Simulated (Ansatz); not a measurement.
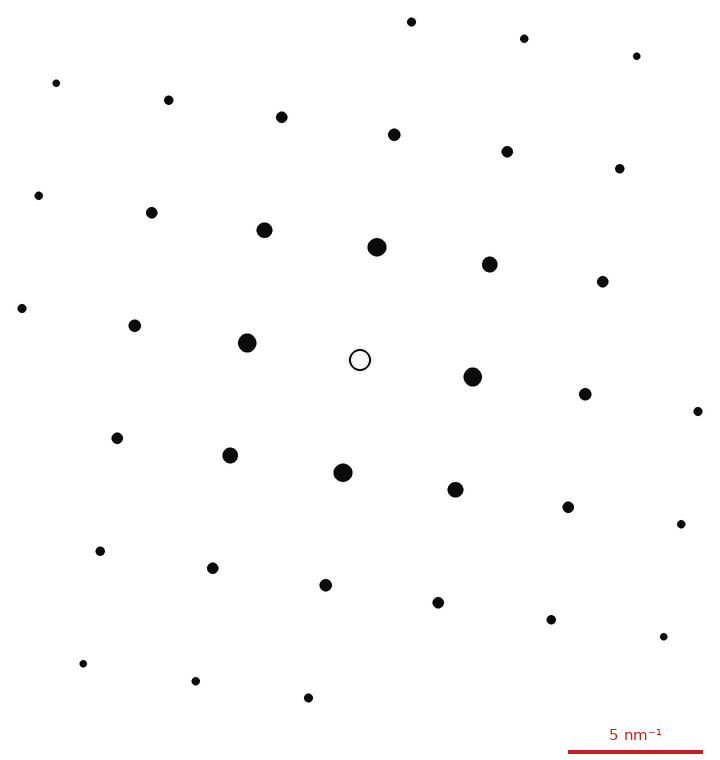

Kinematic zone-axis pattern, calculated for 300 keV electrons with B = 1 Å².

Question: What net do the spots form, and what spacings does it show?

Answer: The spots form a square net with both shortest vectors at d = 2.34 Å, 90.0° apart.

Question: What is the point symmetry of the pattern, intensities included?

Answer: 4mm. A zero-layer kinematic pattern is always centrosymmetric (Friedel's law). A fourfold pattern needs a tetragonal or cubic crystal seen along a 4 or -4 axis.

Question: What was simulated?

Answer: This cannot be fixed from one zone alone; the pattern is [001] of Cr, space group Pm-3m (No. 221), a = 2.339 Å. The net vectors are 1 0 0 and 0 1 0. Structure: the end point of a relaxation with DFT, PBE, plane waves (420 eV) with PAW, scalar-relativistic in Ansatz 0.2.0; the starting structure was generated, so it need not be a known form of this composition.
